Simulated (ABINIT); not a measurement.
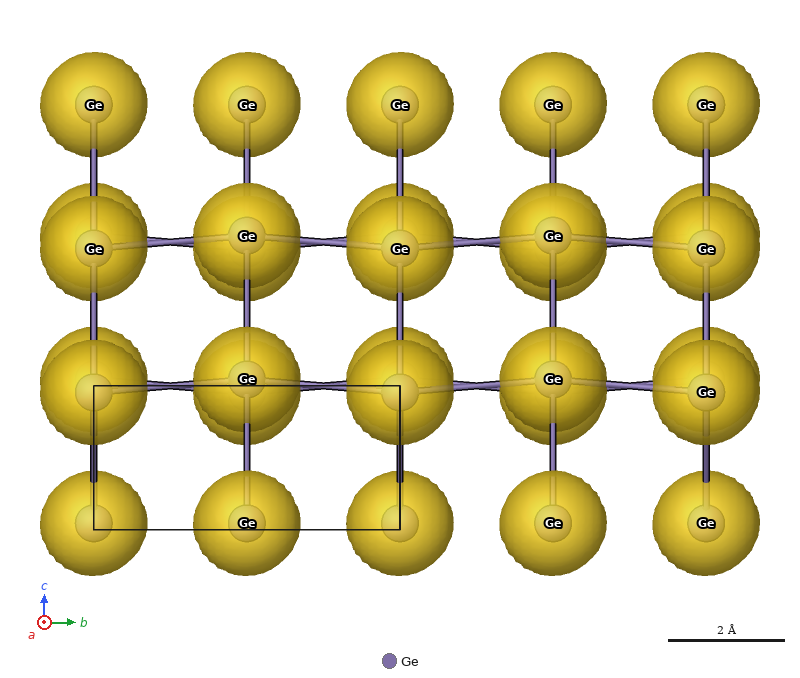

*Ge. Isosurface of the valence electron density at 0.8 e/Å³ (yellow), seen along the a axis. Sticks mark near contacts.*

Space group C2/m; a structure from a database of computed crystals, not necessarily the ambient phase.

Theory: ABINIT 10.8.3, Kohn-Sham DFT of a periodic cell, PBE, JTH PAW PBE v2.0.

In a PAW calculation such maps are meaningful between the atoms, not at the nuclei.

Question: What does this surface tell about the bonding?

Answer: At this value the density breaks into separate islands; it holds about 75 % of the electrons treated as valence. It bridges none of the near contacts. It is pinched off along the sampled Ge–Ge (2.67 Å), Ge–Ge (2.81 Å) and Ge–Ge (2.87 Å) contacts. On the grid the lowest density along these lines, outside the cores, is 0.34 e/Å³ (Ge–Ge, 2.67 Å), 0.26 e/Å³ (Ge–Ge, 2.81 Å) and 0.23 e/Å³ (Ge–Ge, 2.87 Å).
